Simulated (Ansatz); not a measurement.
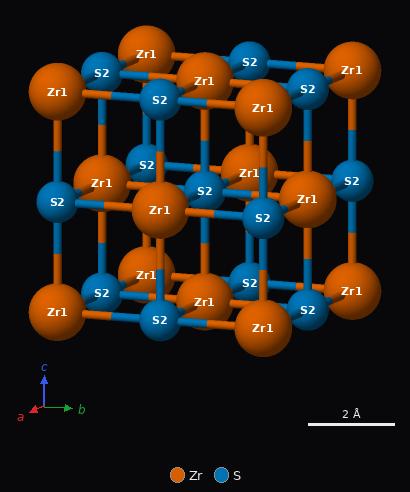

Figure 1. The input geometry of the first run (ball-and-stick view of the cell 4 times as large as that of the calculation, set on its symmetry axes, seen slightly off an axis; atoms are numbered from 1 in the order of the input). An atom can appear more than once, as a periodic image. Near neighbours in the periodic cell (some may lie outside the picture): Zr has 6 S at 2.62 Å; S has 6 Zr at 2.62 Å.

# What a change does: geometry relaxation on ZrS

System: ZrS (Fm-3m, 2 atoms in the cell).
Method of the first run: DFT r2SCAN, scalar-relativistic, plane waves, PAW, no spin polarisation (Ansatz 0.2.0).

The structure derives from an entry of the Crystallography Open Database. Text and figures count atoms from 1; the logs count them from 0 in places.

Input file, the first run:
```yaml
crystal:
  lattice:
    - [0.0, 2.625, 2.625]
    - [2.625, 0.0, 2.625]
    - [2.625, 2.625, 0.0]
  atoms:
    - { symbol: Zr, position: [0.0, 0.0, 0.0] }
    - { symbol: S, position: [0.5, 0.5, 0.5] }
basis:
  ecutwfc: 500
kpoints:
  mp_grid: { grid: [14, 14, 14] }
hamiltonian:
  xc: r2scan
scf:
  occupations: { method: gaussian, width: 0.1 }
output:
  forces: true
  stress: true
  eigenvalues: true
relax:
  adjacent_minimum: "off"
  f_tol: 0.01
  max_steps: 60
  cell: { stress_tol: 0.05 }
```

Command:
```bash
ansatz run input.yaml --threads 1 --pin off --max-ram 2560MiB --backend cpu --events-out ev --progress --plain --runs-dir out
```

Hardware: 1 thread of Arm Neoverse V1, 24 GiB of memory available, shared host.

Output, shortened to warnings, some set-up lines, iterations and results (the first run):
```
Basis set: ecut = 500 eV, 941 PW (Γ), exchange–correlation on 120×120×120 points (64 copies of the dense FFT grid, shifted against one another)
Symmetry: 48 space group operations
k-points: 104 of 2744
Initial density: superposition of atomic densities (neutral atoms: chi_scale 0, normalization atom), corrected by the library's trained network
[...]
SCF iter   1: F=—  HF=-5103.906742 eV  |F-HF|=—  |Δ(HF+E_count)|=         —  Δρ=7.27e-3  dr2=1.84e-2  dr2_τ=1.63e-2  ethr=1.77e-3  ⟨swp⟩=5.1  Hψ=17926  notcnv=0  defer=3
SCF iter   2: F=—  HF=-5103.972555 eV  |F-HF|=—  |Δ(HF+E_count)|=   6.58e-2  Δρ=4.85e-3  dr2=8.41e-3  dr2_τ=1.67e-4  ethr=1.02e-4  ⟨swp⟩=2.0  Hψ=3692  notcnv=0  defer=264
SCF iter   3: F=—  HF=-5103.972269 eV  |F-HF|=—  |Δ(HF+E_count)|=   2.87e-4  Δρ=1.24e-3  dr2=7.18e-4  dr2_τ=1.47e-4  ethr=4.67e-5  ⟨swp⟩=2.4  Hψ=2705  notcnv=0  defer=264
SCF iter   4: F=—  HF=-5103.972198 eV  |F-HF|=—  |Δ(HF+E_count)|=   7.08e-5  Δρ=3.60e-4  dr2=2.63e-5  dr2_τ=1.95e-6  ethr=3.99e-6  ⟨swp⟩=2.2  Hψ=2016  notcnv=0  defer=264
SCF iter   5: F=—  HF=-5103.972220 eV  |F-HF|=—  |Δ(HF+E_count)|=   2.16e-5  Δρ=8.66e-5  dr2=2.53e-6  dr2_τ=1.39e-7  ethr=1.46e-7  ⟨swp⟩=2.1  Hψ=2273  notcnv=0  defer=264
[... 25 lines ...]
SCF iter   3: F=—  HF=-5103.975517 eV  |F-HF|=—  |Δ(HF+E_count)|=   3.20e-8  Δρ=1.80e-6  dr2=6.81e-10  dr2_τ=9.51e-11  ethr=2.97e-10  ⟨swp⟩=3.0  Hψ=2808  notcnv=0
SCF iter   4: F=—  HF=-5103.975517 eV  |F-HF|=—  |Δ(HF+E_count)|=  8.06e-10  Δρ=4.20e-7  dr2=4.26e-11  dr2_τ=2.65e-11  ethr=3.78e-12  ⟨swp⟩=2.0  Hψ=2648  notcnv=0
SCF iter   5: F=-5103.975517 eV  HF=-5103.975517 eV  |F-HF|=7.28e-12  |Δ(HF+E_count)|=  2.36e-11  Δρ=2.02e-7  dr2=6.79e-12  dr2_τ=1.50e-12  ethr=1.00e-12  ⟨swp⟩=5.5  Hψ=6273  …
SCF 4 converged in 5 iterations: F = -5103.975517 eV  dr2 = 6.79e-12
relax step   4: F+E_penalty+E_count = -5103.97551714 eV  Δ(F+E_penalty+E_count) = +1.827e-4 eV  max|allowed force component| = 1.397e-30 eV/Å  Δτ_max = 0.0000 Å  P = -0.036 …
basis re-selected at this cell: Δ(F+E_penalty+E_count) = +1.827e-4 eV, ΔP = -0.002 GPa vs the last step (what re-selecting the basis moved, of the pressure what is left beyond the Pulay correction that the steps carried, after the strain that the cell walked since its last selection, with what the …
SCF converged after 5 iterations
Free energy (F): -5103.975517 eV
Harris-Foulkes:  -5103.975517 eV  (|F-HF|=7.28e-12)
Internal energy: -5103.967973 eV  (E = F + TS)
E sigma→0 (E₀):  -5103.971745 eV
Entropy (-TS):   -0.007545 eV (-3.772 meV/atom)
Fermi energy:    15.061917 eV
--- Per-component energies (eV) ---
  E_band       = -80.296690
  E_kinetic    = 444.534682
  E_local      = -689.174165  (includes V_loc(G=0)·N_el)
  E_nonlocal   = 107.330913
  E_hartree    = 217.444506
  E_xc         = -249.766905
  E_vxc        = -308.444205  (∫ρ·V_xc dr)
  E_paw        = -3580.619747  (= ΣΔE_a)
  E_vpaw       = -86.113390  (= ΣTr[D̂ρ^β])
  E_aug_tail   = 0.000009  (compensation charges beyond the density's cutoff)
  E_vtau       = 16.680439  (kinetic-family band-sum trace: ∫τ·v_τ [+ j·A + Jᵃ·Aᵃ] dr)
  E_ewald      = -1353.442755
  E_core_change = -0.274508  (= ΣΔE_core)
  E_smearing   = -0.007545  (= −TS)
  E_closure    = 0.000000  (closes the sum)
  Σ components = -5103.975517   (vs F -5103.975517, Δ=0.00e0)
--- Forces (eV/Å), atoms counted from 1 ---
  atom   1  Zr     0.00000000     0.00000000     0.00000000
  atom   2  S      0.00000000     0.00000000    -0.00000000
  max |Σ_I F_I| component: 3.52e-30 eV/Å
--- Stress (GPa, compression-positive) ---
       -0.035849       0.000000      -0.000000
        0.000000      -0.035849       0.000000
       -0.000000       0.000000      -0.035849
  P = ⅓ Tr σ = -0.0358 GPa (-0.358 kbar)
--- Relaxed structure (3 steps of the walk, 3 accepted, 1 SCFs on fresh bases) ---
  F+E_penalty+E_count = -5103.97551714 eV   max|allowed force component| = 1.397e-30 eV/Å   (the final SCF, on the basis selected at the relaxed cell)
  cell:  # Å, volume = 35.6600 Å³
    - [3.0572232197373547e-34, 2.6124644612664016, 2.6124644612664016]
[...]
```

For the second run the input was changed thus:
```diff
-  mp_grid: { grid: [14, 14, 14] }
+  mp_grid: { grid: [6, 6, 6] }
```

Predict how the results change.

The free energy of the second run is 20.7 meV per atom higher, which measures how much it depends on this numerical setting. The volume per atom goes from 17.83 to 17.87 Å³. The SCF takes 26 iterations over all geometry steps against 27. The irreducible k-points go from 104 to 16. On the same kind of shared host the second run took about 0.25 times as long.

Output, shortened to warnings, some set-up lines, iterations and results (the second run):
```
Basis set: ecut = 500 eV, 941 PW (Γ), exchange–correlation on 120×120×120 points (64 copies of the dense FFT grid, shifted against one another)
Symmetry: 48 space group operations
k-points: 16 of 216
Initial density: superposition of atomic densities (neutral atoms: chi_scale 0, normalization atom), corrected by the library's trained network
[...]
SCF iter   1: F=—  HF=-5103.867020 eV  |F-HF|=—  |Δ(HF+E_count)|=         —  Δρ=7.81e-3  dr2=2.23e-2  dr2_τ=1.68e-2  ethr=1.77e-3  ⟨swp⟩=5.1  Hψ=2733  notcnv=0  defer=1
SCF iter   2: F=—  HF=-5103.932281 eV  |F-HF|=—  |Δ(HF+E_count)|=   6.53e-2  Δρ=5.12e-3  dr2=9.40e-3  dr2_τ=2.06e-4  ethr=1.24e-4  ⟨swp⟩=2.0  Hψ=572  notcnv=0  defer=36
SCF iter   3: F=—  HF=-5103.931877 eV  |F-HF|=—  |Δ(HF+E_count)|=   4.04e-4  Δρ=1.12e-3  dr2=5.36e-4  dr2_τ=1.31e-4  ethr=5.22e-5  ⟨swp⟩=2.6  Hψ=421  notcnv=0  defer=36
SCF iter   4: F=—  HF=-5103.931841 eV  |F-HF|=—  |Δ(HF+E_count)|=   3.57e-5  Δρ=3.54e-4  dr2=2.28e-5  dr2_τ=2.08e-6  ethr=2.98e-6  ⟨swp⟩=2.1  Hψ=319  notcnv=0  defer=36
SCF iter   5: F=—  HF=-5103.931858 eV  |F-HF|=—  |Δ(HF+E_count)|=   1.68e-5  Δρ=7.26e-5  dr2=1.47e-6  dr2_τ=1.08e-7  ethr=1.27e-7  ⟨swp⟩=2.2  Hψ=357  notcnv=0  defer=36
[... 24 lines ...]
SCF iter   3: F=—  HF=-5103.934108 eV  |F-HF|=—  |Δ(HF+E_count)|=   2.35e-8  Δρ=1.97e-6  dr2=1.01e-9  dr2_τ=1.05e-10  ethr=3.61e-10  ⟨swp⟩=2.6  Hψ=419  notcnv=0
SCF iter   4: F=—  HF=-5103.934108 eV  |F-HF|=—  |Δ(HF+E_count)|=  9.56e-10  Δρ=5.39e-7  dr2=5.03e-11  dr2_τ=3.41e-11  ethr=5.63e-12  ⟨swp⟩=2.4  Hψ=425  notcnv=0
SCF iter   5: F=-5103.934108 eV  HF=-5103.934108 eV  |F-HF|=1.36e-11  |Δ(HF+E_count)|=  4.82e-11  Δρ=2.01e-7  dr2=9.05e-12  dr2_τ=8.32e-13  ethr=1.00e-12  ⟨swp⟩=5.6  Hψ=955  …
SCF 4 converged in 5 iterations: F = -5103.934108 eV  dr2 = 9.05e-12
relax step   4: F+E_penalty+E_count = -5103.93410786 eV  Δ(F+E_penalty+E_count) = +1.468e-4 eV  max|allowed force component| = 7.231e-31 eV/Å  Δτ_max = 0.0000 Å  P = -0.025 …
basis re-selected at this cell: Δ(F+E_penalty+E_count) = +1.468e-4 eV, ΔP = -0.002 GPa vs the last step (what re-selecting the basis moved, of the pressure what is left beyond the Pulay correction that the steps carried, after the strain that the cell walked since its last selection, with what the …
SCF converged after 5 iterations
Free energy (F): -5103.934108 eV
Harris-Foulkes:  -5103.934108 eV  (|F-HF|=1.36e-11)
Internal energy: -5103.920898 eV  (E = F + TS)
E sigma→0 (E₀):  -5103.927503 eV
Entropy (-TS):   -0.013210 eV (-6.605 meV/atom)
Fermi energy:    15.102230 eV
--- Per-component energies (eV) ---
  E_band       = -81.082368
  E_kinetic    = 444.437988
  E_local      = -690.443461  (includes V_loc(G=0)·N_el)
  E_nonlocal   = 107.313561
  E_hartree    = 217.697312
  E_xc         = -249.723102
  E_vxc        = -308.364997  (∫ρ·V_xc dr)
  E_paw        = -3580.605187  (= ΣΔE_a)
  E_vpaw       = -86.090737  (= ΣTr[D̂ρ^β])
  E_aug_tail   = 0.000009  (compensation charges beyond the density's cutoff)
  E_vtau       = 16.670646  (kinetic-family band-sum trace: ∫τ·v_τ [+ j·A + Jᵃ·Aᵃ] dr)
  E_ewald      = -1352.323510
  E_core_change = -0.274508  (= ΣΔE_core)
  E_smearing   = -0.013210  (= −TS)
  E_closure    = 0.000000  (closes the sum)
  Σ components = -5103.934108   (vs F -5103.934108, Δ=0.00e0)
--- Forces (eV/Å), atoms counted from 1 ---
  atom   1  Zr    -0.00000000    -0.00000000     0.00000000
  atom   2  S      0.00000000    -0.00000000    -0.00000000
  max |Σ_I F_I| component: 1.71e-30 eV/Å
--- Stress (GPa, compression-positive) ---
       -0.024819      -0.000000      -0.000000
       -0.000000      -0.024819      -0.000000
       -0.000000      -0.000000      -0.024819
  P = ⅓ Tr σ = -0.0248 GPa (-0.248 kbar)
--- Relaxed structure (3 steps of the walk, 3 accepted, 1 SCFs on fresh bases) ---
  F+E_penalty+E_count = -5103.93410786 eV   max|allowed force component| = 7.231e-31 eV/Å   (the final SCF, on the basis selected at the relaxed cell)
  cell:  # Å, volume = 35.7486 Å³
    - [-4.58609987042047e-34, 2.614626658122884, 2.614626658122884]
[...]
```

The two runs side by side:

| quantity | the first run | the second run |
| --- | --- | --- |
| outcome | converged | converged |
| free energy per atom (eV) | −2551.9878 | −2551.9671 |
| energy per atom, smearing taken to zero (eV) | −2551.9859 | −2551.9638 |
| gap on the mesh (eV) | 0.00 | 0.00 |
| pressure (GPa) | −0.04 | −0.02 |
| volume per atom (Å³) | 17.83 | 17.87 |
| largest force (eV/Å) | 0.000 | 0.000 |
| SCF iterations | 27 | 26 |
| irreducible k-points | 104 | 16 |
| wall time (shared host) | 37 s | 9.2 s |
